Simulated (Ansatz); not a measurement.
## Electronic structure of Si$_{2}$Ni in real space

Input

```
crystal:
  lattice:
    - [2.5339529425, 2.5339529425, 0.0]
    - [-2.7361300389, 2.7361300389, 0.0]
    - [0.0, 0.0, 5.4722600779]
  atoms:
    - { symbol: Si, position: [0.0, 0.5, 0.7554639759] }
    - { symbol: Si, position: [0.5, 0.0, 0.7445360241] }
    - { symbol: Si, position: [0.5, 0.0, 0.2554639759] }
    - { symbol: Si, position: [0.0, 0.5, 0.2445360241] }
    - { symbol: Ni, position: [0.0, 0.0, 0.0] }
    - { symbol: Ni, position: [0.5, 0.5, 0.5] }
basis:
  ecutwfc: 420
kpoints:
  mp_grid: { grid: [10, 10, 8] }
hamiltonian:
  xc: pbesol
scf:
  occupations: { method: gaussian, width: 0.1 }
output:
  forces: true
  stress: true
  eigenvalues: true
  write_density: true
  write_potential: true
  elf: true
  volumetric_format: npy
relax:
  adjacent_minimum: "off"
  f_tol: 0.008
  max_steps: 40
  cell: { stress_tol: 0.015, fix: [a, angles] }
```

Run with:

```sh
ansatz run input.yaml --threads 1 --pin off --max-ram 2560MiB --backend cpu --events-out ev --progress --plain --runs-dir out
```

Below, planes, directions and counts refer to the conventional cell (a = 3.58 Å, b = 3.81 Å, c = 5.62 Å, α = 90.00°, β = 90.00°, γ = 90.00°).

The fields are those of the run's last geometry, not of the input's.

Space group Immm; a structure from a database of computed crystals, not necessarily the ambient phase; changed on purpose from its base cell (uniaxial strain along a, b, c and atoms relaxed: -6.0 %); computed pressure about 4 GPa in this cell; computed without spin polarisation.

These are results of DFT PBEsol, scalar-relativistic, plane waves, PAW (Ansatz), not measurements.

Core electrons are frozen (PAW), and the valence fields are smoothed inside the atomic spheres.

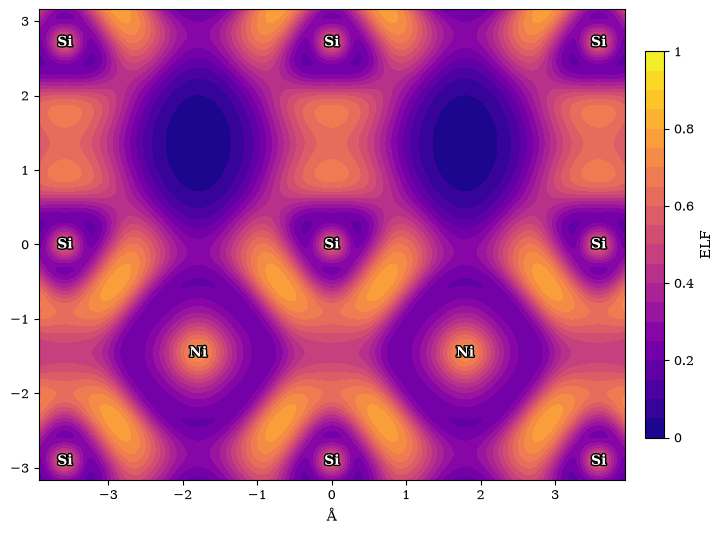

Figure 1. Electron localisation function on the (010) plane of the conventional cell.

Q: Interpret the plot.

A:
- The plane passes through Si and Ni nuclei.
- Si–Ni (2.31 Å): the ELF peaks at about 0.80 in the valence shell of Si, 0.9 Å from its nucleus, and is about 0.55 at the midpoint.
- The features right at Ni lie inside the PAW spheres, where the map follows smoothed inner orbitals and isn't to be read closely.

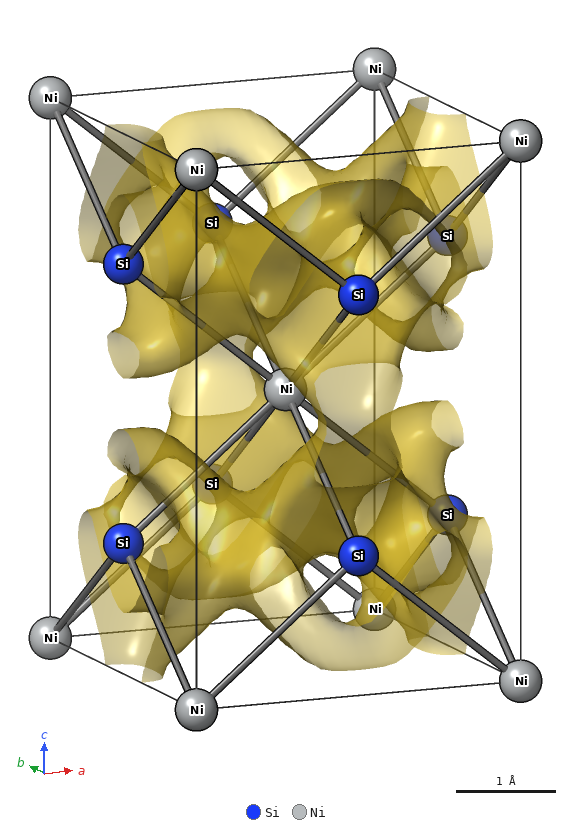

Figure 2. Isosurface of the ELF at 0.55 (yellow), seen slightly off an axis. Only the valence region is drawn (cores and ρ < 0.01 e/Å³ removed). Sticks mark near contacts.

Q: Identify the bonds, lone pairs and shells in this picture.

A: The surface consists of one network that runs through the whole crystal, counted in one cell of 6 atoms. Regions shared between cells count once.

Q: Does the calculation make it a metal, or give it a gap?

A: It is metallic or semimetallic at this level of theory: no gap opens.
